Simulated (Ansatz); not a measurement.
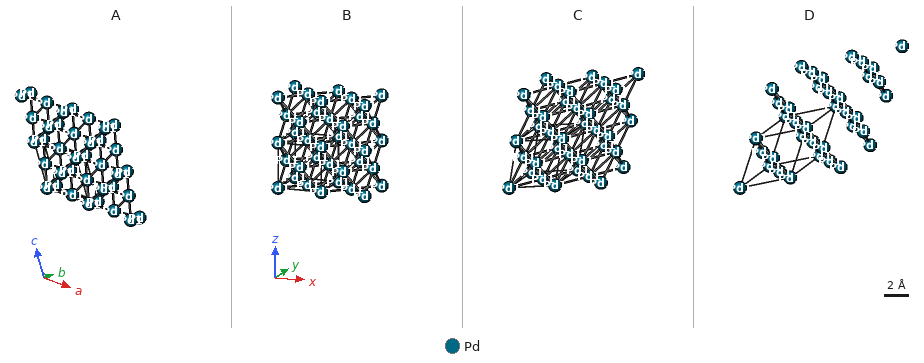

Frames of a one-coordinate scan of a crystal of Pd (Fm-3m). x, y and z are the Cartesian axes of the input. A ball-and-stick model of the conventional cell (4 times the calculation's cell), repeated 2 × 1 × 2 with one cell outlined, seen slightly off an axis. Lengths and directions refer to the drawn axes.

Theory: DFT PBEsol, scalar-relativistic, plane waves, PAW (Ansatz). Settings: plane-wave cutoff 420 eV; k-point mesh 24 × 24 × 24; occupations gaussian; smearing width 0.15 eV; no spin polarisation. Energies (free energies at the smearing named) are counted from the cell as listed in its source, which wasn't relaxed.

Which coordinate changes from frame to frame?

The ratio of the cell's length along [111] to its lengths across, counted as 1 for the reference, is changed at fixed volume (a trigonal path), with the atoms kept at their fractional coordinates. In the frames the relative ratio is 0.50 (A), 1.00 (B), 1.41 (C), 2.00 (D). Their energies are 774 meV/atom, 0 meV/atom, 739 meV/atom, 3911 meV/atom.
